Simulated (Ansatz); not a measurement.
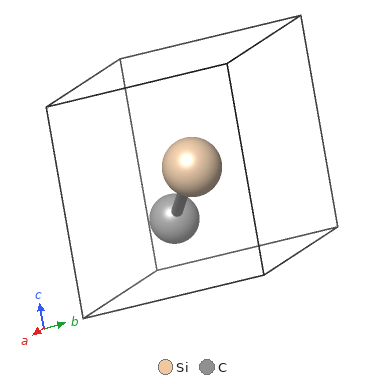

System: SiC, space group F-43m (No. 216) (cell built by us, not taken from a database). The picture shows the cell.

The given structure:
```
CELL_PARAMETERS angstrom
0.00000 2.18986 2.18986
2.18986 0.00000 2.18986
2.18986 2.18986 0.00000
ATOMIC_POSITIONS crystal
Si 0.50000 0.50000 0.50000
C 0.25000 0.25000 0.25000
```

Method: harmonic phonon frequencies at the irreducible points of a q mesh with atoms at rest in the given cell, q in fractions of the reciprocal cell vectors, no long-range term at q = 0, imaginary frequencies are negative, the first points where there are many; plane waves with PAW datasets (Ansatz 0.2.0). Level: PBE, no spin polarisation.

- wave cutoff: 420 eV
- k mesh: 12×12×12
- occupations: fixed
- pressure: 0 GPa
- phonon method: linear response
- q mesh: 4×4×4

Describe the result: the phonon frequencies at several wave vectors (in fractions of the reciprocal vectors of the given cell).

No frequency is imaginary, so the structure is stable to these displacements at the wave vectors computed. The highest mode among the wave vectors computed lies at 900.2 cm⁻¹, at (0 0.25 0.25) (at the zone centre itself the field of polar modes is left out).

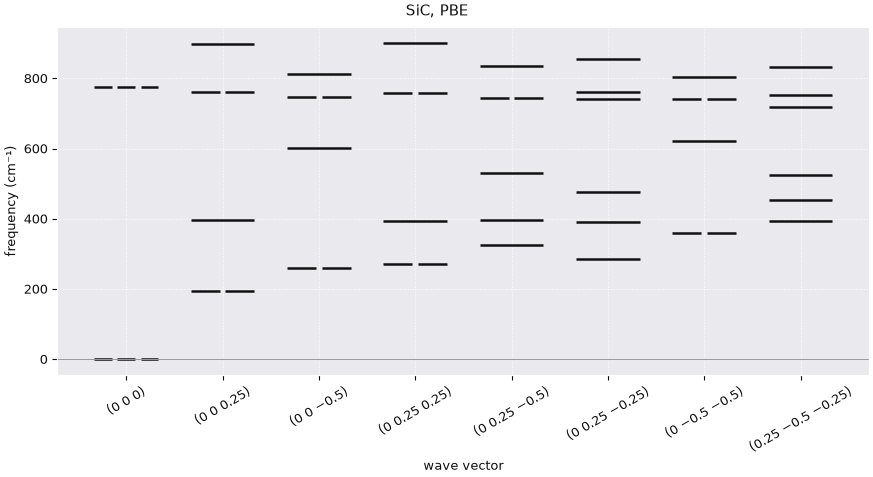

Imaginary frequencies are drawn as negative.
